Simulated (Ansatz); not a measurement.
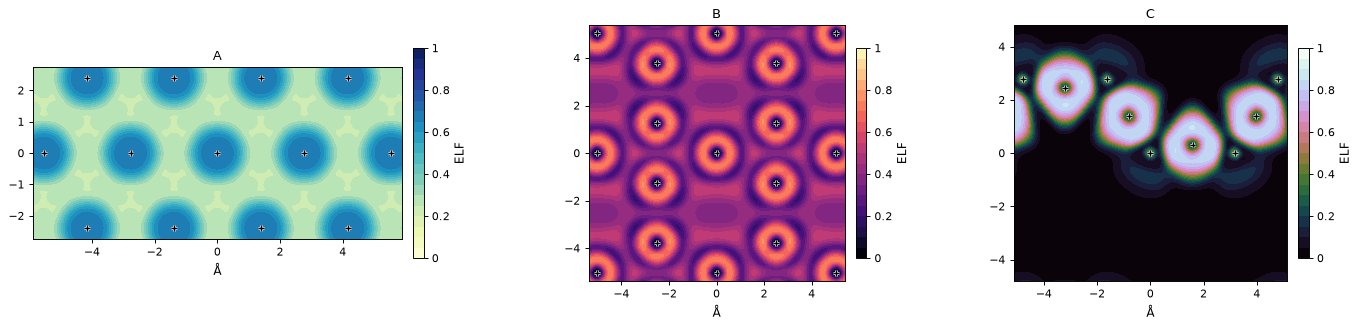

The electron localisation function of 3 systems, each on a plane through atoms (crosses mark nuclei in the plane).

All numbers below come from DFT PBEsol, scalar-relativistic, plane waves, PAW in Ansatz.

System 1: Pt, the (111) plane of the conventional cell. Space group Fm-3m.

```
Pt
1.0
     3.91808    0.00000    0.00000
     0.00000    3.91808    0.00000
     0.00000    0.00000    3.91808
Pt
4
Direct
  0.00000 0.00000 0.00000
  0.50000 0.50000 0.00000
  0.50000 0.00000 0.50000
  0.00000 0.50000 0.50000
```

System 2: SiO₂, the (100) plane of the conventional cell. Space group Imma; a structure from a database of computed crystals, not necessarily the ambient phase.

```
Si O
1.0
     5.26382    0.00000    0.00000
     0.00000    9.57726    0.00000
     0.00000    0.00000    8.91852
Si O
8 16
Direct
  0.00000 0.08448 0.84466
  0.50000 0.58448 0.34466
  0.00000 0.58448 0.15534
  0.50000 0.08448 0.65534
  0.00000 0.91552 0.15534
  0.50000 0.41552 0.65534
  0.00000 0.41552 0.84466
  0.50000 0.91552 0.34466
  0.00000 0.25000 0.88099
  0.50000 0.75000 0.38099
  0.00000 0.75000 0.11901
  0.50000 0.25000 0.61901
  0.25000 0.54176 0.25000
  0.75000 0.04176 0.75000
  0.25000 0.45824 0.75000
  0.75000 0.95824 0.25000
  0.25000 0.95824 0.25000
  0.75000 0.45824 0.75000
  0.25000 0.04176 0.75000
  0.75000 0.54176 0.25000
  0.00000 0.00000 0.00000
  0.50000 0.50000 0.50000
  0.00000 0.50000 0.00000
  0.50000 0.00000 0.50000
```

System 3: W, the (001) plane of the conventional cell. Space group Pm-3n.

```
CELL_PARAMETERS angstrom
5.03204 0.00000 0.00000
0.00000 5.03204 0.00000
0.00000 0.00000 5.03204
ATOMIC_POSITIONS crystal
W 0.00000 0.00000 0.00000
W 0.50000 0.50000 0.50000
W 0.00000 0.50000 0.25000
W 0.00000 0.50000 0.75000
W 0.25000 0.00000 0.50000
W 0.75000 0.00000 0.50000
W 0.50000 0.75000 0.00000
W 0.50000 0.25000 0.00000
```

### Match each panel to its system.

Panel A is system 1, Pt: the plane holds Pt. Pt–Pt (2.77 Å): the ELF is about 0.30 at the midpoint; no localised pair shows between them. Panel B is system 3, W: the plane holds W. W–W (2.52 Å): the ELF is about 0.40 at the midpoint. Panel C is system 2, SiO₂: the plane holds Si and O. Si–O (1.62 Å): the ELF peaks at about 0.85 between the atoms; a short, strongly polar bond.
